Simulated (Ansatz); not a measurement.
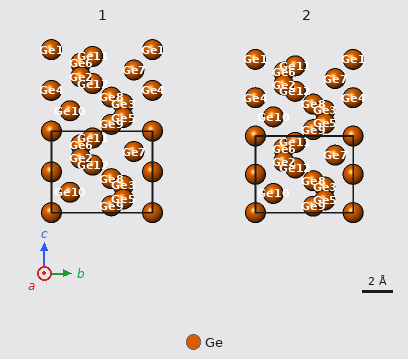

Two geometries of crystalline Ge (a generated structure, set up in P6_522) (coarse preliminary run), drawn at one scale. One is the start of a relaxation, the other its converged end. Style: spheres-only. Shown: the cell of the calculation, repeated 1 × 1 × 2 with one cell outlined, along the a axis.

The calculation used DFT PBE, scalar-relativistic, plane waves, PAW in Ansatz. (plane-wave cutoff 420 eV; k-point mesh 3 × 3 × 4; occupations gaussian; smearing width 0.1 eV; no spin polarisation; cell and atoms relaxed; force threshold 0.04 eV/Å; at most 70 steps)

Question: Which of the two is the end point?

Answer: Structure 1 is the relaxed one. The largest moves relative to the cell, 0.006 Å, are those of Ge7, Ge8, Ge9, Ge10, Ge11 and Ge12. Ge12 goes along [1 −1 0]. The volume changes by +14.0 %, with a = b 7.636 → 7.904 Å (+3.5 %), c 5.189 → 5.519 Å (+6.4 %). Some distances before and after: Ge10–Ge11 2.436 → 2.550 Å, Ge1–Ge10 2.394 → 2.499 Å, Ge1–Ge5 2.376 → 2.472 Å. The space group stays P6_522 (No. 179). After 3 accepted moves (5 points after the start) the energy has fallen by 80.9 meV per atom. Largest force component: 0.39 eV/Å at the start, 0.03 eV/Å at the end. Pressure: 9.69 GPa at the start and −0.02 GPa at the end. At 2 points the geometry stayed and the basis and grid were re-selected for the new cell (energy shift of 0.8 meV per atom at most each time).
